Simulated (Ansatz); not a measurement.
# Band-structure calculation of ZnO (part 2 of 2)

Continued. System: ZnO (4 atoms in the cell). Method: DFT, r2SCANh, plane waves, PAW, no spin polarisation (Ansatz 0.2.0); cutoff 500 eV, 6×6×4 k-mesh, fixed occupations. The structure was built on a prototype by a generator. The geometry comes from this level: r2SCAN.

File bands.tsv, continued
```
0.000000	-19.539018	-18.823352	-6.227376	-6.227376	-6.177232	-6.021831	-6.021831	-5.807292	-5.045627	-5.045627	-4.841999	-4.841999	-4.516465	-0.840814	-0.840814	-0.087457	0.000000	0.000000	2.142589	6.915341	9.897398	14.835715	14.835715
1.121242	-18.859347	-18.639368	-6.370640	-6.037513	-5.955159	-5.517781	-5.475927	-5.400933	-4.999936	-4.879126	-4.794102	-4.714893	-4.102535	-3.712095	-2.983620	-2.382785	-1.366679	-0.887320	7.479426	8.344738	9.065406	10.481187	12.498133
1.768591	-18.696287	-18.696287	-6.236685	-5.809254	-5.809254	-5.382931	-5.149256	-5.149256	-5.108530	-4.988735	-4.849802	-4.849802	-4.036943	-3.784905	-3.784905	-2.043352	-2.043352	-1.832883	9.062652	9.579499	9.579499	9.694210	12.666908
3.196775	-19.190155	-19.190155	-6.328943	-6.328943	-6.149761	-6.149761	-6.149761	-6.149761	-4.923167	-4.923167	-4.923167	-4.923167	-2.376665	-2.376665	-0.416394	-0.416394	-0.416394	-0.416394	4.901830	4.901830	11.905691	11.905691	15.126713
4.318017	-18.741136	-18.741136	-6.469443	-6.469443	-5.714180	-5.714180	-5.595963	-5.595963	-4.855207	-4.855207	-4.760475	-4.760475	-4.083759	-4.083759	-1.594823	-1.594823	-1.448709	-1.448709	7.231849	7.231849	10.319290	10.319290	13.062050
4.965366	-18.686486	-18.686486	-6.107039	-6.107039	-5.948839	-5.948839	-5.387191	-5.387191	-5.040098	-5.040098	-4.519528	-4.519528	-3.983789	-3.983789	-2.867991	-2.867991	-1.311544	-1.311544	9.501705	9.501705	9.770564	9.770564	10.786032
```

File rho_z.tsv
```
# z_ang	rho[e/angstrom^3]
# format = ansatz-planar-average/11
# lattice	3.235340670	0.000000000	0.000000000
# lattice	-1.617670335	2.801887210	0.000000000
# lattice	0.000000000	0.000000000	5.210952259
# sites	4
# site	30	-0.000000000	1.867924807	-0.012233922
# site	30	1.617670335	0.933962404	2.593242208
# site	8	-0.000000000	1.867924807	1.966341019
# site	8	1.617670335	0.933962404	4.571817149
0.000000	1.946535e0
0.130274	1.582654e0
0.260548	1.008123e0
0.390821	5.582694e-1
0.521095	3.130231e-1
0.651369	1.970087e-1
0.781643	1.431224e-1
0.911917	1.248268e-1
1.042190	1.334549e-1
1.172464	1.673895e-1
1.302738	2.308372e-1
1.433012	3.354396e-1
1.563286	4.872029e-1
1.693559	6.647420e-1
1.823833	8.279532e-1
1.954107	9.491474e-1
2.084381	1.043167e0
2.214655	1.190422e0
2.344929	1.487630e0
2.475202	1.851149e0
2.605476	1.946535e0
2.735750	1.582654e0
2.866024	1.008123e0
2.996298	5.582694e-1
3.126571	3.130231e-1
3.256845	1.970087e-1
3.387119	1.431224e-1
3.517393	1.248268e-1
3.647667	1.334549e-1
3.777940	1.673895e-1
3.908214	2.308372e-1
4.038488	3.354396e-1
4.168762	4.872029e-1
4.299036	6.647420e-1
4.429309	8.279532e-1
4.559583	9.491474e-1
4.689857	1.043167e0
4.820131	1.190422e0
4.950405	1.487630e0
5.080678	1.851149e0
```

File v_z.tsv
```
# z_ang	v_es[eV]	v_tot[eV]
# format = ansatz-planar-average/11
# xc	r2scanh
# density_cutoff_ev	2000
# datasets	Zn=:simpson_from_first_knot:soft:fock:shift=0	O=:simpson_from_first_knot:soft:fock:shift=0
# lattice	3.235340670	0.000000000	0.000000000
# lattice	-1.617670335	2.801887210	0.000000000
# lattice	0.000000000	0.000000000	5.210952259
# sites	4
# site	30	-0.000000000	1.867924807	-0.012233922
# site	30	1.617670335	0.933962404	2.593242208
# site	8	-0.000000000	1.867924807	1.966341019
# site	8	1.617670335	0.933962404	4.571817149
0.000000	-5.544089e-1	-1.314936e1
0.130274	4.587955e-1	-1.128322e1
0.260548	1.421650e0	-9.340848e0
0.390821	2.785093e0	-6.742852e0
0.521095	4.411510e0	-3.941912e0
0.651369	6.242561e0	-1.174070e0
0.781643	8.062434e0	9.641327e-1
0.911917	9.521987e0	2.595979e0
1.042190	1.027946e1	3.363166e0
1.172464	1.056068e1	3.173861e0
1.302738	1.014290e1	2.101576e0
1.433012	8.622055e0	-3.583752e-1
1.563286	6.675680e0	-3.262764e0
1.693559	4.416830e0	-6.441941e0
1.823833	1.886345e0	-9.617603e0
1.954107	-3.517248e-1	-1.252301e1
2.084381	-1.859445e0	-1.465998e1
2.214655	-2.544437e0	-1.581991e1
2.344929	-2.494133e0	-1.590888e1
2.475202	-1.767332e0	-1.490643e1
2.605476	-5.544089e-1	-1.314936e1
2.735750	4.587955e-1	-1.128322e1
2.866024	1.421650e0	-9.340848e0
2.996298	2.785093e0	-6.742852e0
3.126571	4.411510e0	-3.941912e0
3.256845	6.242561e0	-1.174070e0
3.387119	8.062434e0	9.641327e-1
3.517393	9.521987e0	2.595979e0
3.647667	1.027946e1	3.363166e0
3.777940	1.056068e1	3.173861e0
3.908214	1.014290e1	2.101576e0
4.038488	8.622055e0	-3.583752e-1
4.168762	6.675680e0	-3.262764e0
4.299036	4.416830e0	-6.441941e0
4.429309	1.886345e0	-9.617603e0
4.559583	-3.517248e-1	-1.252301e1
4.689857	-1.859445e0	-1.465998e1
4.820131	-2.544437e0	-1.581991e1
4.950405	-2.494133e0	-1.590888e1
5.080678	-1.767332e0	-1.490643e1
```

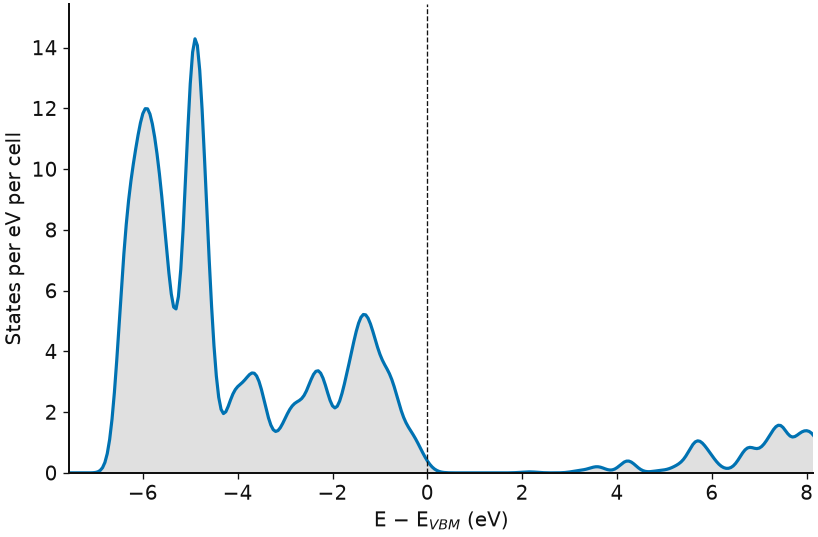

Density of states (the curve is built from the levels of the k mesh with Gaussians 0.4 eV wide, which also blur the band edges), with energies from the valence-band top. There is a gap of 2.14 eV on the k-point mesh. Small ripples come from the finite k-point mesh.

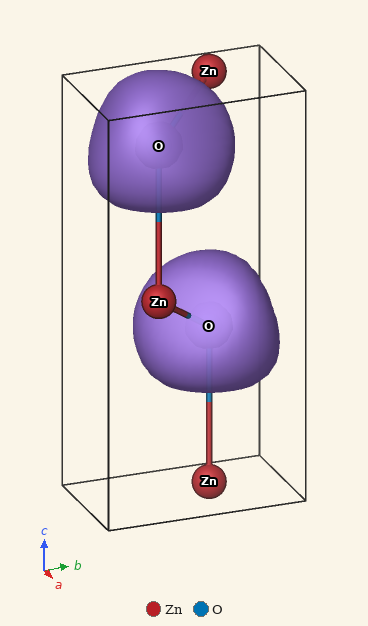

Isosurface of the electron localisation function at 0.6 (purple), seen slightly off an axis. Only the valence region is drawn (cores and ρ < 0.01 e/Å³ removed). Sticks mark near contacts. The outline is the cell set on symmetry axes. Values along the shortest contacts: Zn–O (1.97 Å): the ELF is about 0.25 at the midpoint. In a PAW calculation such maps are meaningful between the atoms, not at the nuclei.

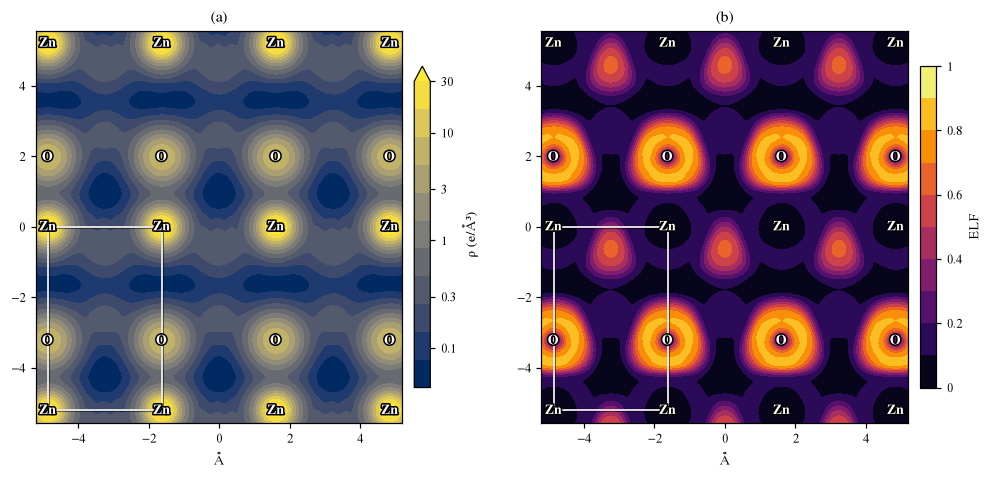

(a) valence pseudo-density; (b) electron localisation function on the (010) plane of the conventional cell. The section cuts through Zn and O sites. Zn–O (1.98 Å): ρ is about 0.59 e/Å³ halfway; the ELF is about 0.25 at the midpoint. Away from the nuclei the density in this plane falls to 0.04 e/Å³ at its lowest.

The run was set up as follows.

Input file
```yaml
crystal:
  lattice:
    - [3.2353406703, 1.0e-10, 0.0]
    - [-1.6176703352, 2.8018872104, 0.0]
    - [0.0, 0.0, 5.2109522595]
  atoms:
    - { symbol: Zn, position: [0.3333333333, 0.6666666667, -0.0023477325] }
    - { symbol: Zn, position: [0.6666666667, 0.3333333333, 0.4976522675] }
    - { symbol: O, position: [0.3333333333, 0.6666666667, 0.3773477325] }
    - { symbol: O, position: [0.6666666667, 0.3333333333, 0.8773477325] }
kpoints:
  mp_grid: { grid: [6, 6, 4] }
  band_path:
    path:
      - [0.0, 0.0, 0.0]
      - [0.5, 0.0, 0.0]
      - [0.3333333333, 0.3333333333, 0.0]
      - [0.0, 0.0, 0.5]
      - [0.5, 0.0, 0.5]
      - [0.3333333333, 0.3333333333, 0.5]
    npoints: 1
hamiltonian:
  xc: r2scanh
scf:
  occupations: { method: fixed }
  n_extra_bands: 5
output:
  forces: true
  stress: true
  eigenvalues: true
  write_density: true
  write_potential: true
  elf: true
  volumetric_format: npy
```

Launched with:
```bash
ansatz run input.yaml --threads 4 --pin off --max-ram 7372MiB --backend cpu --events-out ev --progress --plain --runs-dir out
```

Key numbers

| quantity | value |
| --- | --- |
| outcome | converged |
| space group (tolerance 0.01 Å) | P6₃mc (186) |
| electrons treated | 36 |
| free energy | −7788.3970 eV |
| Fermi energy | 6.334 eV |
| gap on the k-point mesh | 2.14 eV |
| pressure | −0.89 GPa |
| largest force (length of the vector) | 0.003 eV/Å |
| hardware | 4 threads of Arm Neoverse V1, 24 GiB of memory available, shared host |
| wall time | 48 s (CPU time 2.8 min) |
| peak memory | 1.6 GiB |

Notes

The program warns: the exchange loop's threshold is looser than advised for the stress; the SCF threshold is looser than advised for the printed stress.
